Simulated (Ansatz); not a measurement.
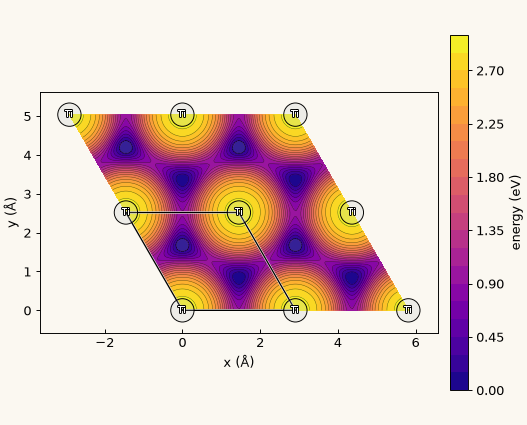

C on a Ti(111) slab cut from the Fm-3m phase, its upper half relaxed before the scan (12 atoms of substrate and one adsorbate in a 2 × 2 cell). 
- C is moved over the surface cell; relaxed at each place: the height of the adsorbate's atoms; substrate rigid; the origin of the map has the adsorbate above Ti9.
- Places are given modulo a cell vector. The map is drawn in real space over the plane of the surface.
- The scan uses a 6 × 6 grid; 10 points were computed and 26 follow by symmetry.
- Places are given in fractions of the 1 × 1 surface cell.
- All energies are given in eV relative to the lowest grid point.
- Level of theory: DFT PBE, scalar-relativistic, plane waves, PAW (Ansatz). Settings: cutoff 420 eV, k-mesh 6×6×1, gaussian smearing 0.1 eV, no spin polarisation.

In the figure: filled contours, labelled circles for the atoms of the top layer and small ones for the second layer, the outline of one cell of the 2 × 2 shown. Between grid points the surface is interpolated.

The lowest grid point is at a threefold hollow over a second-layer Ti atom, (2/6, 4/6) of the cell vectors. There is a further well near a threefold hollow over a third-layer Ti atom, (4/6, 2/6) of the cell vectors (0.010 eV above the lowest at that grid point). The highest grid point, the top site over a surface Ti atom, (0/6, 0/6) of the cell vectors, lies 2.96 eV above the lowest. On the interpolated surface the easiest way out of the lowest well to the well at a threefold hollow over a third-layer Ti atom, (4/6, 2/6) of the cell vectors passes a barrier of about 0.91 eV. At the lowest point the adsorbate has 3 Ti at 1.96 Å as nearest neighbours, at the highest 1 Ti at 1.78 Å. Its relaxed height above the top atom is 1.00 Å at the lowest and 1.78 Å at the highest point.

C is replaced by S; all else is set up alike.

### What will the new map look like?

The minimum (interpolated where it lies between grid points) moves from a threefold hollow over a second-layer Ti atom, (2/6, 4/6) of the cell vectors to a threefold hollow over a third-layer Ti atom, (4/6, 2/6) of the cell vectors. The span from the lowest to the highest grid point shrinks from 2.96 to 1.29 eV. The easiest pass out of the lowest well goes from about 0.91 to about 0.19 eV on the interpolated surfaces. Higher wells of the new map: a threefold hollow over a second-layer Ti atom, (2/6, 4/6) of the cell vectors, 0.08 eV up (that grid point lay 0.00 eV up before). In the new map: at the lowest point the adsorbate has 3 Ti at 2.40 Å as nearest neighbours, at the highest 1 Ti at 2.16 Å. Its relaxed height above the top atom is 1.72 Å at the lowest and 2.16 Å at the highest point.

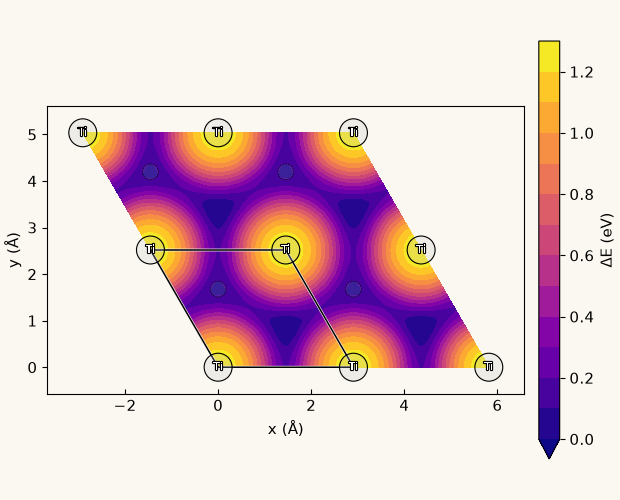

The map after the change, on a colour scale of its own. The picture shows filled contours, labelled circles for the atoms of the top layer and small ones for the second layer, the outline of one cell of the 2 × 2 shown. Between grid points the surface is interpolated.

PAW datasets: the set soft_1.
